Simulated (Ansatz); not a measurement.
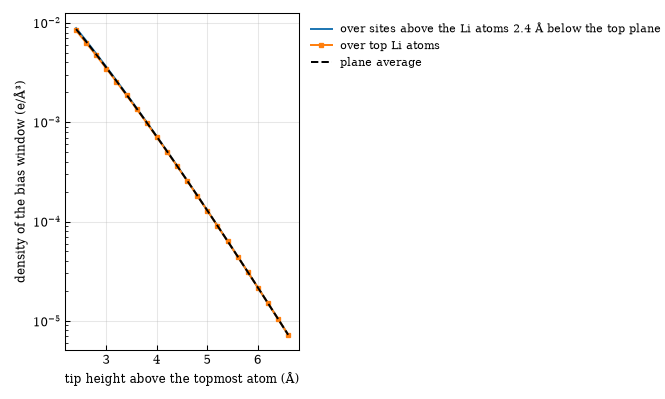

Approach curves over Li(001) (P6_3/mmc bulk, 7 atomic planes (those closer than 0.6 Å count as one), 15 Å) at a sample bias of +1.50 V.

Images follow the Tersoff–Hamann model: the current is the local density of the sample's states between the Fermi level and the bias, at the tip's centre. Bias windows are sharp sums over the levels of the k mesh.

The calculation used Ansatz, DFT PBE, scalar-relativistic, plane waves, PAW. Cutoff 420 eV, 39 × 39 k-points, Gaussian smearing 0.1 eV, dipole correction. The slab is a cut without reconstruction beyond its cell, at the source's lattice constants, with its lower half held fixed and the rest relaxed. This isn't the element's usual bcc form. No spin polarisation. The run couldn't confirm all of its levels under its output density. The run warns that the functional's potential is rough in the thin density of the vacuum, where the tip is; weak contrasts and barriers may feel it.

**Estimate the decay constant and the apparent barrier, and compare with the vacuum level, which the run puts 3.23 eV above zero bias.**

Near 4 Å the plane average falls as exp(−1.66 z/Å), a factor of 5.3 per ångström, which gives an apparent barrier of 2.6 eV (0.952 eV Å² times the slope squared). The upper edge of the window lies 1.73 eV under the vacuum level. The curve is still bending at 4 Å, since the potential hasn't yet risen to the vacuum level: further out the slope reaches 1.82 per Å, an apparent barrier of 3.2 eV. That far value is well above 1.73 eV. At 4 Å the 0.50 eV of states nearest the upper edge carry 32 % of the density.
